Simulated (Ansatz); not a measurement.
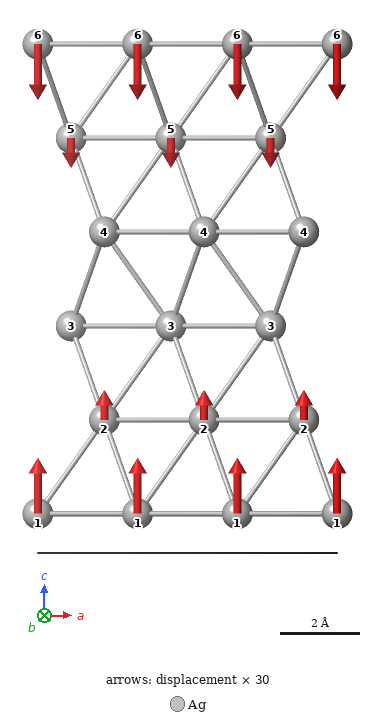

A (0 0 1) slab of Ag as cut from the relaxed bulk. The red arrows show how the atoms are displaced, magnified 30 times. Style: ball-and-stick. Shown: the 3 × 3 repeat of the cell, outlined in the plane, without the vacuum, along the b axis.

The calculation used Ansatz, DFT PBE, scalar-relativistic, plane waves, PAW. (plane-wave cutoff 420 eV; occupations gaussian; smearing width 0.1 eV; no spin polarisation) The k-mesh is chosen for each cell (12×12×5, 12×12×1).

What was done to the structure, and with what result?

The atoms of the slab are relaxed at the bulk's in-plane cell. The surface energy (mean of the two faces) falls from 0.74 to 0.74 J/m². The top spacing, between the Ag and Ag planes, goes from 2.39 to 2.37 Å (−0.9 %), the bottom one (Ag to Ag) from 2.39 to 2.37 Å (−0.9 %). The lattice vectors keep their values. The largest moves relative to the layer's centre, 0.048 Å, are those of Ag1 and Ag6. Ag1 goes along the normal (+c). Some distances before and after: Ag–Ag 2.934 → 2.914 to 2.936 Å.
